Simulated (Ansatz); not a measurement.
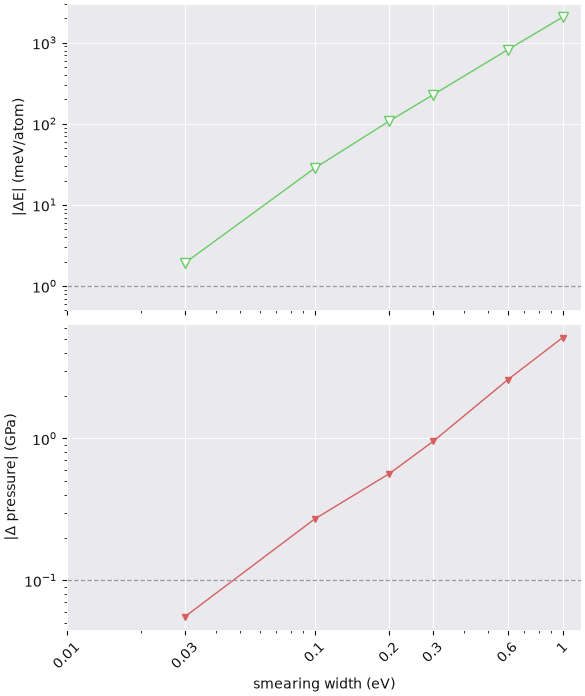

Scan of the smearing width.
The run: Y (P6_3/mmc, 2 atoms in the cell), by Ansatz 0.2.0, DFT, r2SCAN, plane waves (500 eV) with PAW, scalar-relativistic; 10×10×6 k-mesh, Fermi–Dirac smearing.
ΔE is the free energy less its value at the smallest setting, 0.01 eV.
Dashed lines or grey bands mark the tolerance: 1 meV/atom and 0.1 GPa.
On logarithmic panels, open markers lie below the reference value and filled ones above.

> From which setting is the free energy converged to 1 meV/atom?

The free energy at the last setting but one, 0.03 eV, is still more than 1 meV/atom from the smallest setting's value, so the scan doesn't show it converged. It is off by 2100 meV/atom at 1 eV, 110 meV/atom at 0.2 eV and 1.9 meV/atom at 0.03 eV (always below it). The free energy falls with the width because it holds the −TS term of the fractional occupations.

> How does the pressure behave (tolerance 0.1 GPa)?

The pressure is within 0.1 GPa of the smallest setting's value from 0.03 eV down. It is off by 5.1 GPa at 1 eV, 0.95 GPa at 0.3 eV and 0.27 GPa at 0.1 eV (always above it).
